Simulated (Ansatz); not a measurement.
CoSi$_{2}$ (slab)

```yaml
crystal:
  lattice:
    - [3.75651, 0.00000, 0.00000]
    - [0.00000, 3.75651, 0.00000]
    - [0.00000, 0.00000, 26.95314]
  atoms:
    - { symbol: Si, position: [0.50000, 0.00000, 0.27826] }
    - { symbol: Si, position: [0.00000, 0.50000, 0.27826] }
    - { symbol: Co, position: [0.50000, 0.50000, 0.32754] }
    - { symbol: Si, position: [0.00000, 0.50000, 0.37681] }
    - { symbol: Si, position: [0.50000, 0.00000, 0.37681] }
    - { symbol: Co, position: [0.00000, 0.00000, 0.42609] }
    - { symbol: Si, position: [0.50000, 0.00000, 0.47536] }
    - { symbol: Si, position: [0.00000, 0.50000, 0.47536] }
    - { symbol: Co, position: [0.50000, 0.50000, 0.52464] }
    - { symbol: Si, position: [0.00000, 0.50000, 0.57391] }
    - { symbol: Si, position: [0.50000, 0.00000, 0.57391] }
    - { symbol: Co, position: [0.00000, 0.00000, 0.62319] }
    - { symbol: Si, position: [0.50000, 0.00000, 0.67246] }
    - { symbol: Si, position: [0.00000, 0.50000, 0.67246] }
    - { symbol: Co, position: [0.50000, 0.50000, 0.72174] }
```

Not relaxed (largest force 1.2 eV/Å); computed without spin polarisation.

These are results of Ansatz 0.2.0, DFT PBEsol, scalar-relativistic, plane waves, PAW, not measurements.

> What can the converged valence pseudo-density and electron localisation function tell about the bonding?

Co–Si (2.30 Å): ρ at the midpoint is about 0.49 e/Å³; the ELF peaks at about 0.70 in the valence shell of Si, 0.9 Å from its nucleus, and is about 0.45 at the midpoint.

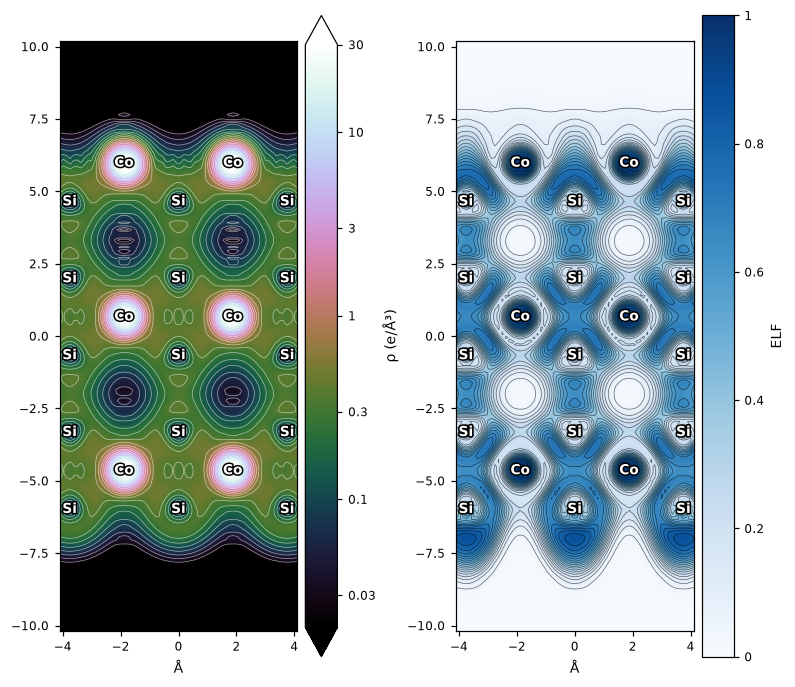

Computed valence pseudo-density and electron localisation function on the (100) plane of the calculation cell, a cut from vacuum to vacuum, in this order. 

In a PAW calculation such maps are meaningful between the atoms, not at the nuclei.
